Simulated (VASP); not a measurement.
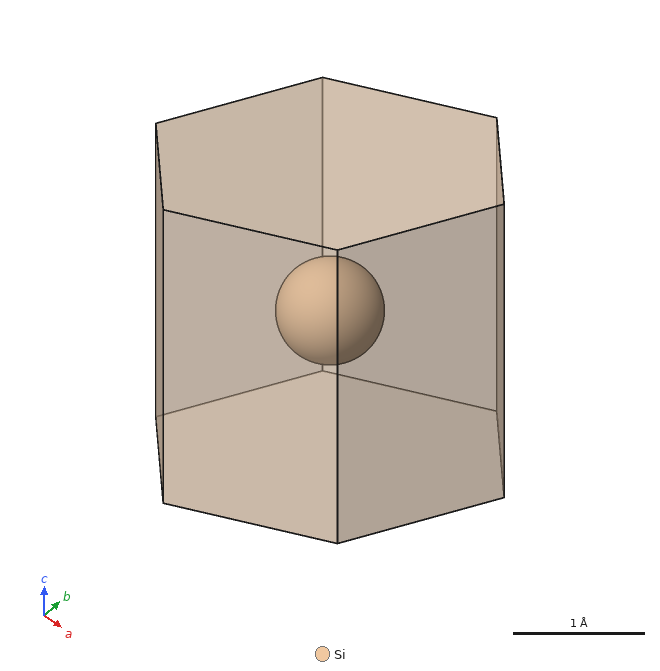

Voronoi–Dirichlet polyhedron, computed geometrically; every face belongs to one neighbour and no atomic radii are used. Central atom: Si (1a) in Si; faces take the colour of the neighbour behind them. Source: the geometry relaxed with VASP Kohn-Sham DFT of a periodic cell, revPBE with D3, VASP PAW PBE potentials, recommended in VASP 6.6.1.

Si, space group P6/mmm (No. 191), a = 2.607 Å, b = 2.607 Å, c = 2.495 Å, α = 90.00°, β = 90.00°, γ = 120.00°

```
site  Wyckoff       x       y       z
  Si       1a  0.0000  0.0000  0.0000
```

Give the Voronoi index ⟨n3,n4,n5,n6,…⟩ (numbers of faces with 3, 4, 5, 6 … edges).

8 faces, index ⟨0,6,0,2⟩: a hexagonal prism.

What is the volume of this Voronoi cell?

14.7 Å³, equal to the mean volume per atom.

Tabulate the neighbours by distance and solid angle.

```tsv
neighbour	faces	distance (Å)	solid angle (% of sphere)
Si	2	2.49	32.6
Si	6	2.61	67.4
```
